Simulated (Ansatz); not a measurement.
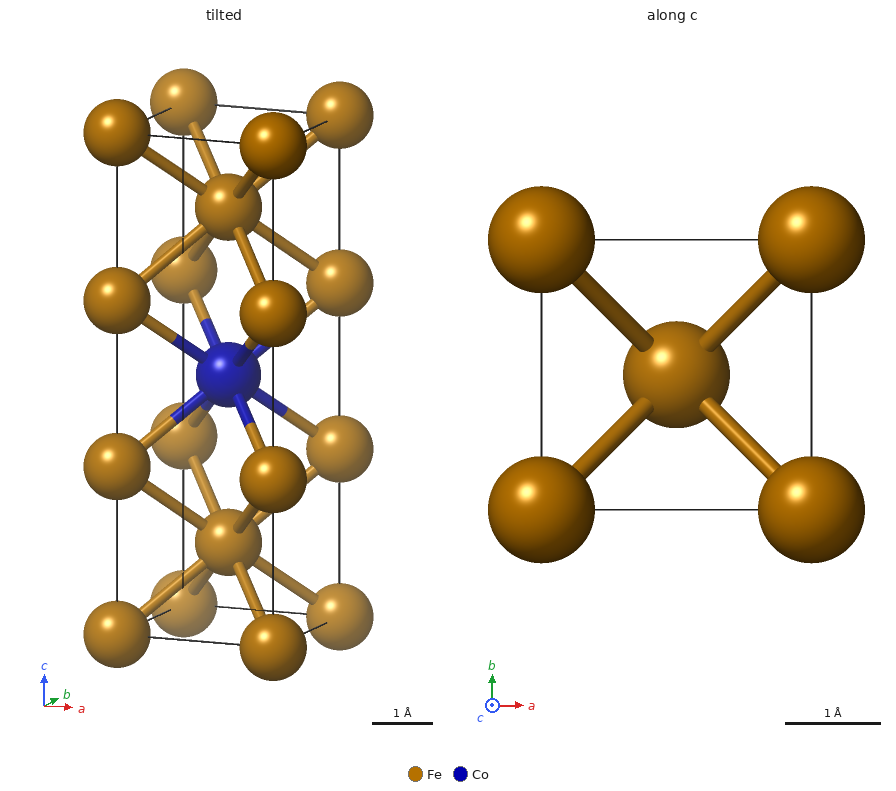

Ball-and-stick drawing of the structure, looking slightly off an axis and along the c axis. The edges of the conventional unit cell are marked. Cell: a = 2.84 Å, b = 2.84 Å, c = 8.56 Å, α = 90.00°, β = 90.00°, γ = 90.00°.

Its origin is a structure type filled with these elements by a generator (whether the compound takes this form wasn't checked). Earlier steps of the study may have refined or changed the cell and positions. Ansatz was used for an electronic-structure calculation on it.

Summary of the structure:

Composition: Fe5Co. The lattice is primitive tetragonal and the space group P4/mmm (No. 123). In the cell are 5 Fe, 1 Co, which makes 1 formula unit. Coordination numbers (contacts within bonding distance): Fe 8 and Co 8. Not all metal-metal contacts are counted.

Computational set-up: DFT PBE, scalar-relativistic, plane waves, PAW (Ansatz), an energy cutoff of 420 eV, a 14×14×6 k-point grid, Gaussian smearing of 0.1 eV, collinear spins.

Which atoms carry magnetic moments in this run, and how do they order?

The state reached is ferromagnetic. Sizes: Fe 2.3 to 2.6 μB and Co 1.8 μB; net moment 13.9 μB in the run's cell of 6 atoms.

Is the electronic structure metallic or gapped?

A metal: bands cross the Fermi level.

Give the Bader charge of each element.

Fe 0.00 to +0.11 e; Co -0.20 e.

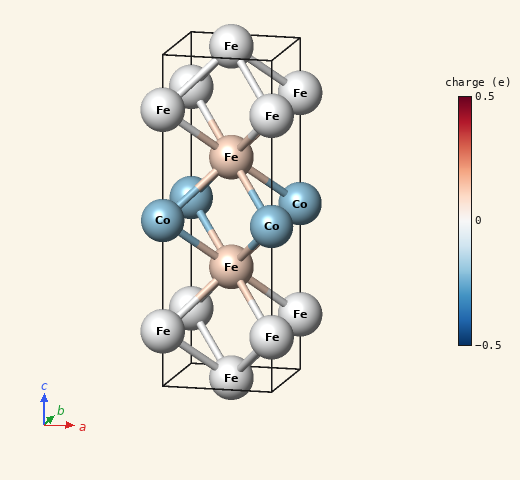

The atoms coloured by those charges. The run's cell of 6 atoms is drawn, so axes and origin can differ from the first picture.

Does the calculation find this structure at rest?

Yes. All forces vanish to within 0.01 eV/Å. The pressure is 0.0 GPa, close to zero.
